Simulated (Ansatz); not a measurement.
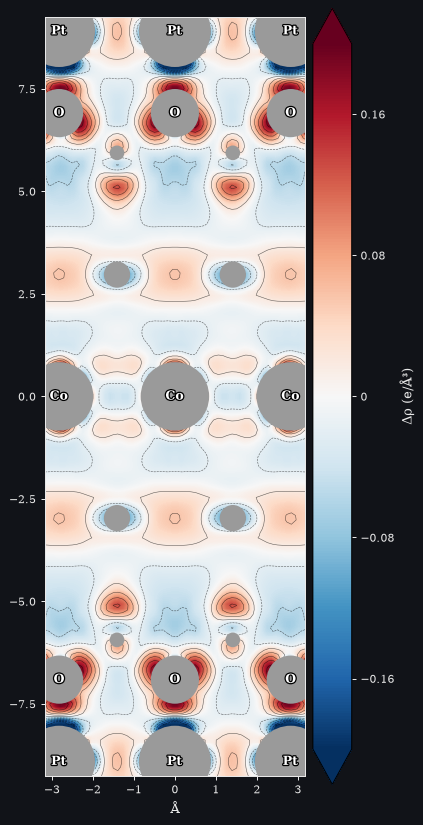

*CoPtO₂. Bonding charge density, ρ(crystal) − Σ ρ(neutral atoms): a map on the (100) plane of the conventional cell, with grey discs over the atomic cores. Cores are masked to 0.8 Å (Co), 0.9 Å (Pt) and 0.6 Å (O).*

Space group R-3m; the calculation finds a residual pressure of about 6 GPa at this fixed cell; computed without spin polarisation. It comes out metallic at this level (no spin, no Hubbard term), which in such compounds can be an artefact. The cell comes from a database of computed structures, not from a measurement.

The calculation used DFT PBE, scalar-relativistic, plane waves, PAW in Ansatz.

Core electrons are frozen (PAW), so the fields are smoothed inside the atomic spheres.

Input file:

```
crystal:
  lattice:
    - [1.4122699173, 0.8153744169, 5.9393891094]
    - [-1.4122699173, 0.8153744169, 5.9393891094]
    - [0.0, -1.6307488338, 5.9393891094]
  atoms:
    - { symbol: Co, position: [0.5, 0.5, 0.5] }
    - { symbol: Pt, position: [0.0, 0.0, 0.0] }
    - { symbol: O, position: [0.88775597, 0.88775597, 0.88775597] }
    - { symbol: O, position: [0.11224403, 0.11224403, 0.11224403] }
basis:
  ecutwfc: 420
  fft_grid_basis: typed
kpoints:
  mp_grid: { grid: [12, 12, 12] }
hamiltonian:
  xc: pbe
scf:
  occupations: { method: gaussian, width: 0.05 }
output:
  forces: true
  stress: true
  eigenvalues: true
  bader: true
  write_density: true
  volumetric_format: npy
  elf: true
```

Launched as:

```sh
ansatz run input.yaml --threads 1 --pin off --max-ram 2560MiB --backend cpu --events-out ev --progress --plain --runs-dir out
```

The picture shows the conventional cell (a = 2.82 Å, b = 2.82 Å, c = 17.82 Å, α = 90.00°, β = 90.00°, γ = 120.00°).

Read the map: where is density gained and where lost?

Answer. Co–O (1.90 Å): Δρ is +0.012 e/Å³ at the midpoint (close to a masked core, so read it with care) (this contact isn't in the plane drawn). O–Pt (2.00 Å): Δρ is −0.12 e/Å³ at the midpoint (close to a masked core, so read it with care). Co–Co (2.82 Å): Δρ is −0.04 e/Å³ at the midpoint. Pt–Pt (2.82 Å): Δρ is +0.06 e/Å³ at the midpoint. Over the whole cell, outside the masked cores, the largest gain lies at the edge of the masked core of O, and the largest loss lies at the edge of the masked core of Pt. In all about 0.27 e an atom is rearranged against the free atoms. Bader charges: Co +1.36, Pt +0.46 and O −0.91 e.

Does the calculation give a gap?

Answer. It is metallic at this level of theory.

Run time: 47 s on 1 thread of Arm Neoverse V1 (shared host), peak memory 0.5 GiB.
